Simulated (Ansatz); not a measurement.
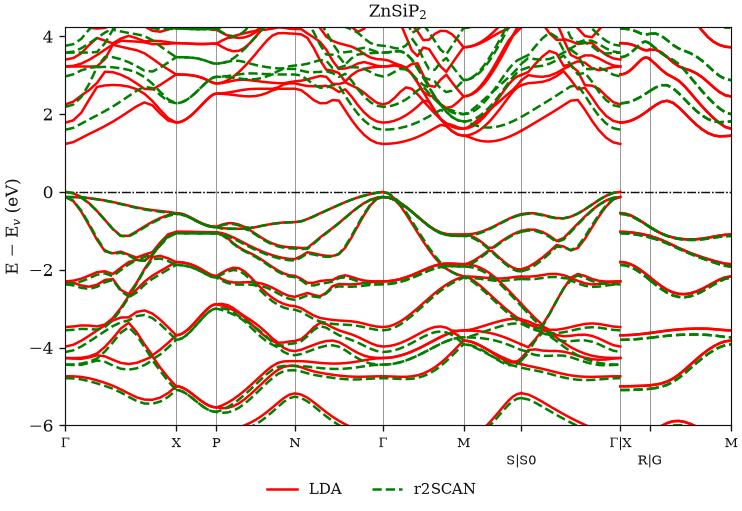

Band structures of ZnSiP$_{2}$, space group I-42d, 8 atoms in the cell, by two methods on the same cell. Each is counted from its own valence-band top.

What changes from one method to the other?

LDA gives a gap of 1.23 eV along the path and r2SCAN gives a gap of 1.60 eV along the path. Over the top 3 filled bands the two differ by 0.02 eV on average.

Settings. LDA: DFT LDA, scalar-relativistic, plane waves, PAW, no spin polarisation, 8×8×8 k mesh, 420 eV cutoff (Ansatz). r2SCAN: DFT r2SCAN, scalar-relativistic, plane waves, PAW, no spin polarisation, 8×8×8 k mesh, 500 eV cutoff, Gaussian smearing of 0.02 eV (Ansatz).
